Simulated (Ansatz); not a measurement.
# TaC: LAPW beside PAW, part 2 of 2

Does the method matter for TaC? The same cell, functional and mesh are run with all-electron LAPW, frozen-core PAW and datasets made for this crystal.

Ansatz 0.2.0; DFT PBE; a cell built from a prototype (rocksalt type), not taken from measurement. «Crystal datasets» are all-electron PAW datasets made for this crystal.

## Step 4: Datasets made for this crystal

input.yaml reads:

```yaml
crystal:
  lattice:
    - [0.0, 2.2378527392, 2.2378527392]
    - [2.2378527392, 0.0, 2.2378527392]
    - [2.2378527392, 2.2378527392, 0.0]
  atoms:
    - { symbol: Ta, position: [0.0, 0.0, 0.0] }
    - { symbol: C, position: [0.5, 0.5, 0.5] }
kpoints:
  mp_grid: { grid: [14, 14, 14] }
  band_path:
    path:
      - [0.0, 0.0, 0.0]
      - [0.5, 0.0, 0.5]
      - [0.625, 0.25, 0.625]
      - [0.375, 0.375, 0.75]
      - [0.0, 0.0, 0.0]
      - [0.5, 0.5, 0.5]
      - [0.5, 0.25, 0.75]
      - [0.5, 0.0, 0.5]
    npoints: 8
scf:
  occupations: { method: fermi_dirac, width: 0.03 }
hamiltonian:
  xc: pbe
  pseudopotentials: { kind: all_electron, datasets: crystal }
output:
  forces: true
  stress: true
  eigenvalues: true
  efg: { contact_densities: true }
```

The program printed:

```text
hamiltonian.pseudopotentials.datasets: crystal makes datasets for this crystal and solves the spheres of its atoms anew in each pass: cutoff 460.0 eV, the density's 1840.0 eV; for an error of 0.50 meV an atom under PBE, 1.0 meV for the cell; an energy difference from a run of another recipe may be off by several times the error for the cell, under r2SCAN by more, where some 0.1 meV an atom stays at smaller errors; C in spheres of 0.878 Å, 4 of its electrons in bands; Ta in spheres of 1.355 Å, 27 of its electrons in bands
band count auto-derived: 22 (N_el = 31.0; filled up to band 16; 20 by the electrons, moments and atoms)
Ta: output.efg is read without spin–orbit coupling, which moves field gradients at and beside such atoms by some per cent and up to a factor of two; PAW files take it under magnetization.noncollinear and magnetization.spin_orbit
Engine: ansatz 0.2.0
Pseudopotentials: kind: all_electron
Pseudopotential: Ta, paw, valence charge 27, recommended cutoff 460 eV (normal), Koelling and Harmon's equation, gaussian nucleus
Pseudopotential: C, paw, valence charge 4, recommended cutoff 460 eV (normal), Koelling and Harmon's equation, gaussian nucleus
Functional definition: PBE
  parameter kappa = 0.804
  parameter beta = 0.06672455060314922
  exchange = pbe_x(kappa = kappa, mu = beta*pi^2/3)
  correlation = pbe_c(beta = beta)
Crystal: 2 atoms, lattice volume = 22.414 Å³
Basis set: ecut = 460 eV, 531 PW (Γ), exchange–correlation on 48×48×48 points (8 copies of the dense FFT grid, shifted against one another)
Bands: 22, of which v1, the nominal top of the filled ones, is band 16 counted from 1 (15 counted from 0)
Symmetry: 48 space group operations
Space group: Fm-3m (ITA 225), of the structure as read, at distance tolerance 2.8e-5 Å
k-points: 104 of 2744
Non-local potential: Ta, projectors of the file, l = 0: 2, l = 1: 2, l = 2: 1, l = 3: 2
Non-local potential: C, projectors of the file, l = 0: 1, l = 1: 1
PAW form: soft (Blöchl's): semilocal exchange-correlation on the pseudo side does not see the compensation charge
PAW one-centre angular grid: Ta, 590 points (default); XC on its mesh's 1819 points in the sphere
PAW one-centre angular grid: C, 110 points (default); XC on its mesh's 1927 points in the sphere
Initial density: superposition of atomic densities (neutral atoms: chi_scale 0, normalization atom)
Initial wavefunctions: pseudopotential atomic-orbital guess
Functional: x = pbe(κ = 0.804, μ = 0.2195149727645171), c = pbe(β = 0.06672455060314922)
iter 1 solved again at ethr=4.38e-2 eV; its pass at ethr=1.00e-1 eV (dr2=1.36e1 eV) is discarded
SCF iter   1: F=—  HF=-425610.562607 eV  |F-HF|=—  |Δ(HF+E_count)|=         —  Δρ=2.01e-1  dr2=1.30e1  ethr=4.38e-2  ⟨swp⟩=2.0  Hψ=11678  notcnv=0
preconditioner: auto → Kerker (q_TF=auto, 2.880 Å⁻¹)  [metal: Δε(μ)=0.023 eV  Ē_g=24.250 eV  σ=0.030 eV  W_gap=0.19  n_scr=14 (ndim 8)  ℏωp=42.2 eV  f_vac=0.000  D(μ)=0.99/eV (n_scr^D=14)]
SCF iter   2: F=—  HF=-425607.792920 eV  |F-HF|=—  |Δ(HF+E_count)|=    2.77e0  Δρ=8.30e-2  dr2=2.29e0  ethr=4.20e-2  ⟨swp⟩=2.5  Hψ=4663  notcnv=0
iter 3 solved again at ethr=3.77e-4 eV; its pass at ethr=7.38e-3 eV (dr2=1.17e-1 eV) is discarded
SCF iter   3: F=—  HF=-425607.105519 eV  |F-HF|=—  |Δ(HF+E_count)|=   6.87e-1  Δρ=2.81e-2  dr2=1.17e-1  ethr=3.77e-4  ⟨swp⟩=2.1  Hψ=9516  notcnv=0  defer=2
SCF iter   4: F=—  HF=-425607.127592 eV  |F-HF|=—  |Δ(HF+E_count)|=   2.21e-2  Δρ=1.66e-2  dr2=3.27e-2  ethr=3.77e-4  ⟨swp⟩=3.1  Hψ=4984  notcnv=0  defer=4
SCF iter   5: F=—  HF=-425607.152612 eV  |F-HF|=—  |Δ(HF+E_count)|=   2.50e-2  Δρ=3.92e-3  dr2=1.60e-3  ethr=1.06e-4  ⟨swp⟩=3.0  Hψ=6475  notcnv=0  defer=2
SCF iter   6: F=—  HF=-425607.151338 eV  |F-HF|=—  |Δ(HF+E_count)|=   1.27e-3  Δρ=1.10e-3  dr2=2.11e-4  ethr=5.15e-6  ⟨swp⟩=3.0  Hψ=5633  notcnv=0
SCF iter   7: F=—  HF=-425607.152164 eV  |F-HF|=—  |Δ(HF+E_count)|=   8.26e-4  Δρ=3.13e-4  dr2=2.07e-5  ethr=6.80e-7  ⟨swp⟩=3.0  Hψ=6638  notcnv=0
SCF iter   8: F=—  HF=-425607.152246 eV  |F-HF|=—  |Δ(HF+E_count)|=   8.20e-5  Δρ=9.58e-5  dr2=2.74e-6  ethr=6.69e-8  ⟨swp⟩=2.1  Hψ=3952  notcnv=0
SCF iter   9: F=—  HF=-425607.152246 eV  |F-HF|=—  |Δ(HF+E_count)|=   1.50e-8  Δρ=9.10e-6  dr2=1.50e-8  ethr=8.83e-9  ⟨swp⟩=3.0  Hψ=4166  notcnv=0
SCF iter  10: F=-425607.152246 eV  HF=-425607.152246 eV  |F-HF|=2.21e-9  |Δ(HF+E_count)|=   1.85e-8  Δρ=2.26e-6  dr2=1.40e-9  ethr=4.83e-11  ⟨swp⟩=3.0  Hψ=5026  notcnv=0
SCF 1 converged in 10 iterations: F = -425607.152247 eV  dr2 = 1.40e-9
  Residual-converged pass: ⟨swp⟩=2.0  Hψ=2827  notcnv=0  max |occ|·‖R‖ = 5.2e-6 eV (tolerance 5.3e-6 eV)  dr2=1.39e-9  dr2_onsite=5.28e-9  max |Δocc| = 1.1e-10
NSCF: frozen V_eff on 57 k-points
SCF converged after 10 iterations
Free energy (F): -425607.152247 eV
Harris-Foulkes:  -425607.152247 eV  (|F-HF|=2.21e-9)
Internal energy: -425607.149191 eV  (E = F + TS)
E sigma→0 (E₀):  -425607.150719 eV
Entropy (-TS):   -0.003056 eV (-1.528 meV/atom)
Past the cutoff: the bands carry plane waves up to 1.75 times it, of which those up to 1.5 times it add -0.000258 eV an atom, each by itself; the spheres take 0.000158 eV an atom off the energy for waves past 1.75 times it
By the cutoff:   a pressure is off by up to 0.007 GPa (1.2 times the spheres' own share and the shells' term, over an atom's volume, and 0.004 GPa: a bound that held against runs at twice the plane waves)
Past the cutoffs: a stress includes 0.0020 GPa for waves and charges beyond them, in addition to the slope of what the spheres take
In the spheres:  the bands' charges fall short by 1.9e-7 e at most (sound up to 1e-3)
Fermi energy:    24.852855 eV
--- Per-component energies (eV) ---
  The terms above E_closure are by the made datasets' own strengths, without shells solved beside the bands.
--- Forces (eV/Å), atoms counted from 1 ---
  atom   1  Ta    -0.00000000     0.00000000    -0.00000000
  atom   2  C      0.00000000    -0.00000000     0.00000000
  max |Σ_I F_I| component: 4.14e-30 eV/Å
--- Stress (GPa, compression-positive) ---
       -0.023202      -0.000000      -0.000000
       -0.000000      -0.023202       0.000000
        0.000000      -0.000000      -0.023202
  P = ⅓ Tr σ = -0.0232 GPa (-0.232 kbar)
--- PAW observables at the nuclei: V_zz in 10²¹ V/m², potentials from the cell's mean, atoms counted from 1 ---
  atom   1  Ta V_zz =    +0.000000   η = 0.0000   by run symmetry: forbidden
            electrostatic potential = -14499.823104 V   contact ρ = 8150582.505768 e/Å³
  atom   2  C  V_zz =    +0.000000   η = 0.0000   by run symmetry: forbidden
            electrostatic potential = -430.445324 V   contact ρ = 868.610439 e/Å³
--- Band table (eV; the first three rows and the last of 104) ---
  k-point 0: bands = ["-44.0183", "-10.2926", "-10.2926", "-10.2926", "4.1860", "4.1880", "4.1880", "4.1880", "4.2323", "4.2323", "4.2323", "10.0544", "23.4626", "23.4626", "23.4626", "24.2764", "24.2764", "24.2764", "25.4145", "25.4145"]
  k-point 1: bands = ["-44.0162", "-10.3282", "-10.2962", "-10.2962", "4.1867", "4.1878", "4.1894", "4.1894", "4.2306", "4.2306", "4.2324", "10.1952", "22.7260", "23.0946", "23.0946", "23.9316", "23.9316", "24.7081", "26.4073", "26.4073"]
  k-point 2: bands = ["-44.0102", "-10.4269", "-10.3063", "-10.3063", "4.1851", "4.1910", "4.1934", "4.1934", "4.2261", "4.2261", "4.2326", "10.6039", "21.5192", "22.0783", "22.0783", "24.2256", "24.2256", "25.1540", "27.9514", "27.9514"]
  k-point 103: bands = ["-43.9605", "-10.7569", "-10.6753", "-10.5397", "4.2009", "4.2025", "4.2040", "4.2090", "4.2128", "4.2129", "4.2178", "12.9603", "19.6720", "19.8124", "19.8377", "25.6871", "26.9858", "28.8028", "29.5581", "31.0545"]
```

Run time: 23 s. Hardware: 1 thread, shared host.

Read from it: pressure -0.02 GPa; no gap.

| atom | contact density (e/Å³) |
| --- | --- |
| Ta1 | 8150583 |
| C2 | 868.6104 |

## Step 5: Side by side

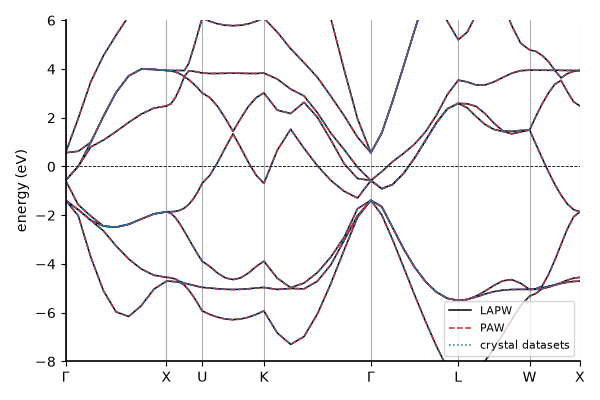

The leg U–K joins two equivalent points. Bands of 3 runs (LAPW; PAW; crystal datasets) drawn together, counted from each run's Fermi level.

| method | pressure (GPa) | SCF cycles, all passes |
| --- | --- | --- |
| LAPW | -0.02 | 10 |
| PAW | 0.00 | 6 |
| crystal datasets | -0.02 | 10 |

## Step 6: Results

The summary covers parts 1 to 2.

| quantity | value |
| --- | --- |
| pressure | LAPW -0.02, PAW 0.00, crystal datasets -0.02 GPa |
| gap (LAPW) | none |
| Bader charges (PAW) | Ta1 +1.91, C2 -1.91 e |

**Reading.** The pressure is within half a GPa of zero, so the volume is close to equilibrium at this level. The count of 49 electrons in bands leaves a band partly filled, so there is no gap. Ta 5d carries the largest share, 72 %, of the projected states within 0.3 eV of the Fermi level. The projection holds only the free atom's occupied shells (Ta 6s, Ta 5d, C 2s, C 2p in this range). PAW lies +0.02 GPa from LAPW in pressure. The price, with the outputs that each input asks for: 48 s for LAPW against 20 s for PAW, about 2.4 to one. Spin-orbit coupling is left out, though the cell holds Ta; in elements this heavy it can shift bands and gaps by tenths of an eV.
